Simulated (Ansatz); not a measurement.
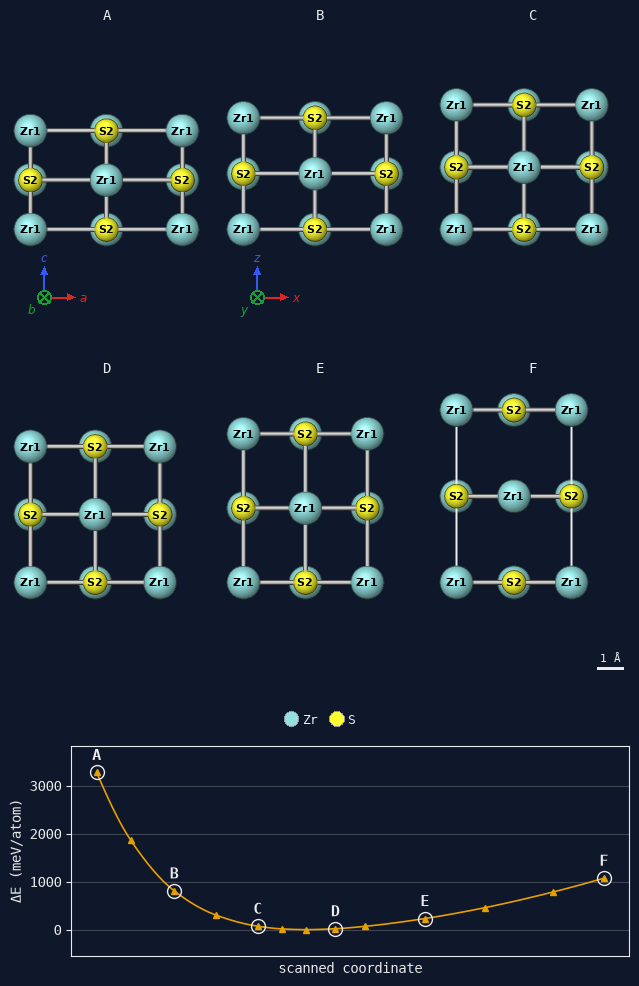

A scan of a crystal of ZrS (Fm-3m) along one coordinate. x, y and z are the Cartesian axes of the input. The picture is a ball-and-stick view of the conventional cell (4 times the calculation's cell), seen along the b axis. Lengths and directions refer to the drawn axes.

Method: Ansatz 0.2.0, DFT PBEsol, scalar-relativistic, plane waves, PAW. Set-up: plane-wave cutoff 420 eV; k-point mesh 18 × 18 × 18; occupations gaussian; smearing width 0.15 eV; no spin polarisation. Energies (free energies at the smearing named) are counted from the cell as listed in its source, which wasn't relaxed.

**What is being scanned?**

The ratio of the cell's length along z to its lengths across, counted as 1 for the reference, is changed at fixed volume (a tetragonal or Bain path), with the atoms kept at their fractional coordinates. In the frames the relative ratio is 0.65 (A), 0.78 (B), 0.92 (C), 1.05 (D), 1.20 (E), 1.50 (F). Of the computed points the lowest is at the relative ratio 1.00, 0 meV/atom. At the ends of the scan the energy is 3275 meV/atom (0.65) and 1072 meV/atom (1.50). The unrelaxed reference is under a pressure of −6.4 GPa. The distortion takes the space group from Fm-3m to I4/mmm. At the relative ratio 1.50 the cell of the drawing goes a 5.250 → 4.586 Å, b 5.250 → 4.586 Å, c 5.250 → 6.879 Å.
